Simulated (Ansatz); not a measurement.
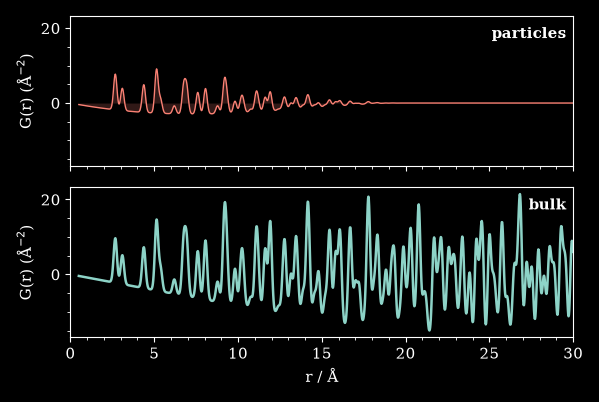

Computed X-ray G(r), with each pair weighted by the product of the atomic numbers (X-ray weights at Q = 0) and a uniform peak width σ = 0.10 Å, for spherical particles of Os with the bulk structure: the bulk G(r) is multiplied by the envelope of a sphere of diameter D, 1 − 3r/2D + r³/2D³, with no surface relaxation. The number density is 0.0669 atoms per Å³. Basis of the simulation: the end point of a relaxation with Ansatz, DFT, RPBE, plane waves (420 eV) with PAW, scalar-relativistic; the starting structure was generated, so it need not be a known form of this composition.

> How large are the particles?

About 20 Å (2.0 nm): the signal is half of the bulk amplitude at r ≈ 6.9 Å and vanishes at r = D, fading from view somewhat earlier.

> Roughly how many atoms does one particle hold?

About 280 (number density 0.0669 Å⁻³ times πD³/6).
